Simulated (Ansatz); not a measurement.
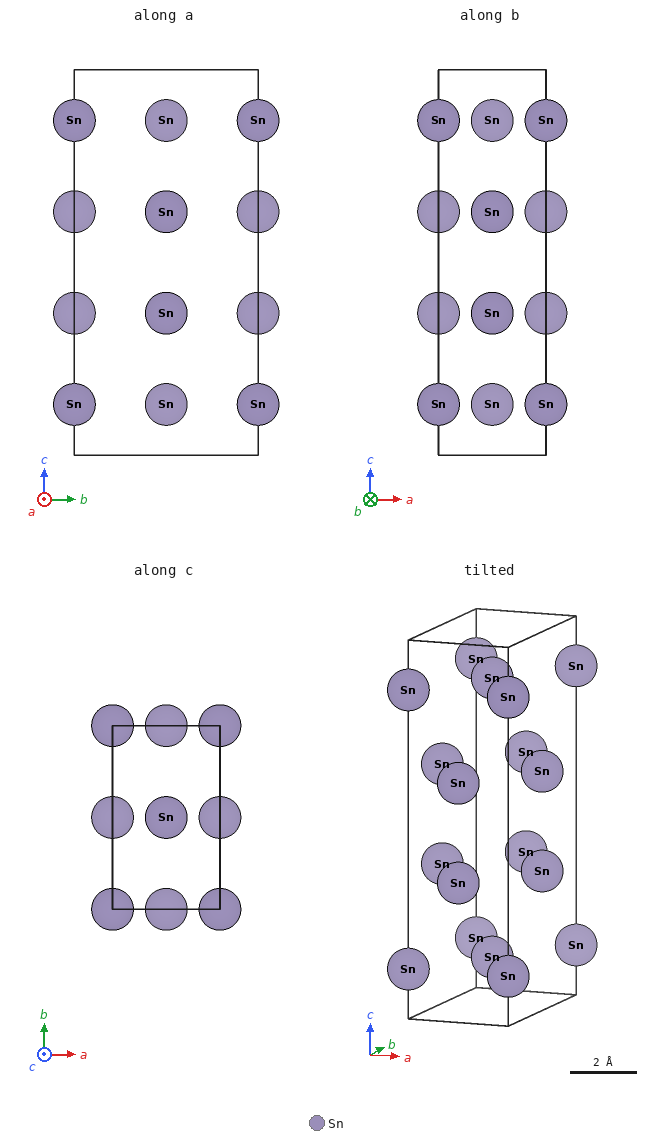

The image is a spheres-only drawing of a crystal, viewed along the a axis, along the b axis, along the c axis and slightly off an axis. The lines enclose the conventional unit cell; boundary atoms appear with their images.

Lattice parameters: a = 3.277 Å, b = 5.603 Å, c = 11.757 Å, α = 90.00°, β = 90.00°, γ = 90.00°. Put a along x and b in the xy plane.

**From the views, write a POSCAR file, with free fractional coordinates to two decimals.**

```
Sn
1.0
     3.277    0.000    0.000
     0.000    5.603    0.000
     0.000    0.000   11.757
Sn
8
Direct
  0.50 0.00 0.37
  0.00 0.00 0.13
  0.50 0.50 0.87
  0.00 0.50 0.63
  0.00 0.00 0.87
  0.50 0.00 0.63
  0.00 0.50 0.37
  0.50 0.50 0.13
```

Provenance: a structure type filled with this element by a generator (whether the element takes this form wasn't checked). The final geometry of a relaxation with DFT PBEsol, scalar-relativistic, plane waves, PAW (Ansatz 0.2.0) is shown.
